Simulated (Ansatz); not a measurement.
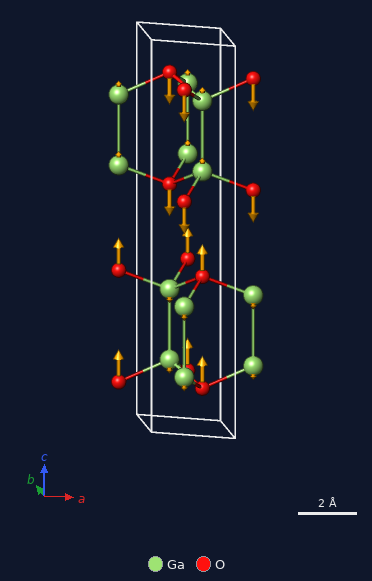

Phonons of solid GaO (a generated structure), at the zone centre. The optical levels lie at 19, 22 (×2), 75 (×2), 78 (×2), 196, 198, 403, 452 (×8), 477, 487, 491 cm⁻¹. One mode is drawn. The orange arrows give the relative displacements of the atoms. The picture is a ball-and-stick view of the cell of the calculation, seen from a free direction.

Computed with Ansatz 0.2.0, DFT PBE, scalar-relativistic, plane waves, PAW. Settings: plane-wave cutoff 420 eV; k-point mesh 12 × 12 × 2; occupations fixed; no spin polarisation.

Frequencies are those without the non-analytic (LO–TO) term.

**Which of these frequencies is the drawn mode's?**

The level at 477 cm⁻¹. This is the B₁g mode, optical level 9 of 11, counted from below, silent by symmetry (neither infrared- nor Raman-active). All motion is along c; atoms of one kind move against one another, with no net shift of any sublattice; the kinetic energy is shared as O 82 %, Ga 18 %.

Limits of the set-up: layers or molecules are held without a dispersion correction, so their spacing is unreliable.
